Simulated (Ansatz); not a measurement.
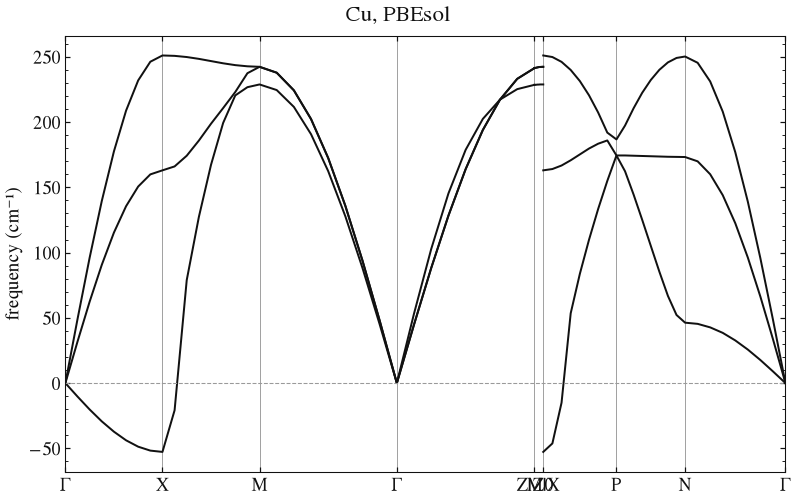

Plotted: phonon dispersion along Γ–X–M–Γ–Z|Z0–M|X–P–N–Γ for Cu, space group I4/mmm (No. 139). Imaginary frequencies are drawn as negative.

The given structure:
```cif
data_structure
_symmetry_space_group_name_H-M 'P 1'
_symmetry_Int_Tables_number 1
_cell_length_a 2.4718
_cell_length_b 2.4718
_cell_length_c 2.4718
_cell_angle_alpha 107.784
_cell_angle_beta 107.784
_cell_angle_gamma 112.902
_cell_volume 11.59
loop_
_atom_site_label
_atom_site_type_symbol
_atom_site_fract_x
_atom_site_fract_y
_atom_site_fract_z
_atom_site_occupancy
Cu1 Cu 0.00000 0.00000 0.00000 1
```

How it was computed, with Ansatz 0.2.0: harmonic phonon frequencies at points of high symmetry, interpolated from the force constants of a q mesh with the long-range term in polar insulators, imaginary frequencies are negative; plane waves with PAW datasets, Γ-centred k mesh. Level: PBEsol, no spin polarisation.

wave cutoff 420 eV; k mesh 24×24×24; occupations Fermi–Dirac; smearing width 0.15 eV; volume relative to the relaxed cell 1.02; phonon method linear response; q mesh 2×2×2.

This calculation gives: highest frequency on the path 251.0 cm⁻¹, lowest frequency at X 52.7i cm⁻¹ and lowest frequency on the path 52.7i cm⁻¹.

Now the cell is compressed by 3.9 % in volume, to 11.14 Å³/atom. How do these quantities change?

The highest frequency on the path rises from 251.0 to 275.3 cm⁻¹ (+10 %), the lowest frequency at X goes from 52.7i to 49.8i cm⁻¹ and the lowest frequency on the path goes from 52.7i to 49.8i cm⁻¹. The shift of the highest frequency on the path amounts to a Grüneisen parameter of 2.31. Both cells are dynamically unstable.

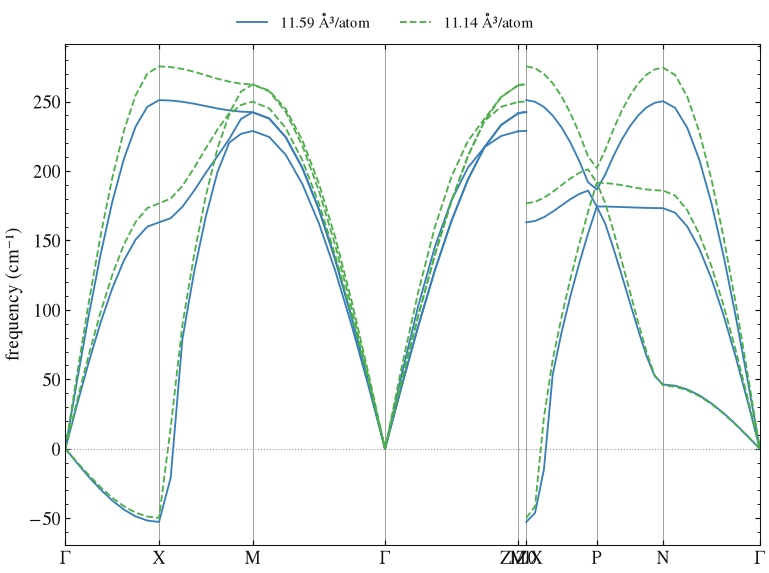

The two results together.

For both, limits of the calculation: levels loosely converged; metal sensitive to the k mesh; vibrations at or below zero; the branches are interpolated from a coarse 2×2×2 mesh of wave vectors.
